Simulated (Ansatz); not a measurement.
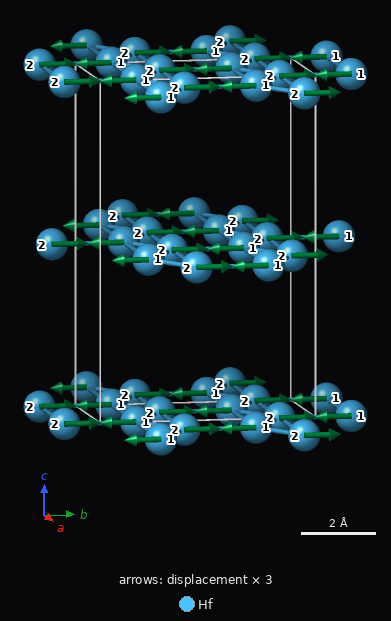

A relaxation of solid Hf (built on the C_69 type) (coarse preliminary run). The starting structure is drawn; green arrows show the displacements (the part carried along by the change of the cell is left out), magnified 3 times.

A ball-and-stick model of the conventional cell (4 times the calculation's cell), seen slightly off an axis. Lengths and directions refer to the drawn axes.

Case: C type (Fmmm, No. 69).

Computed with DFT PBE, scalar-relativistic, plane waves, PAW in Ansatz 0.2.0. Settings: plane-wave cutoff 420 eV; k-point mesh 6 × 6 × 6; occupations gaussian; smearing width 0.1 eV; no spin polarisation; cell and atoms relaxed; force threshold 0.04 eV/Å; at most 70 steps.

Question: What happened in the run?

Answer: Over 27 accepted moves (31 points after the start) the energy falls by 17.296 eV per cell of the calculation. The largest force component goes from 0.026 to 0.0016 eV/Å. The pressure goes from 99.09 to −0.06 GPa. The line search rejected the trial step at point 15 of the run. The SCF was repeated 3 times at an unchanged geometry on a basis and grid sized afresh for the cell, which shifted the energy by 0.889 eV per cell of the calculation at most. The largest moves relative to the cell, 0.34 Å, are those of Hf1 and Hf2. Hf1 goes along −b. The volume changes by −3.6 %, with a 3.436 → 3.180 Å (−7.4 %), b 5.952 → 10.804 Å (+81.5 %), c 9.369 → 5.376 Å (−42.6 %). Near-neighbour distances that change, for instance: Hf1–Hf1 3.436 → 5.631 Å, Hf1–Hf1 (another image) 4.990 → 3.123 Å, Hf1–Hf2 1.984 → 2.944 Å, Hf1–Hf1 (another image) 3.436 → 3.180 Å. New bonds form: Hf1–Hf1 (4.99 → 3.12 Å), Hf2–Hf2 (4.99 → 3.12 Å). Bond angles that change, for instance: Hf1–Hf2–Hf1 120.0° → 65.4°, Hf1–Hf2–Hf1 120.0° → 147.3°, Hf1–Hf2–Hf2 150.0° → 122.7°. The space group stays Fmmm (No. 69).
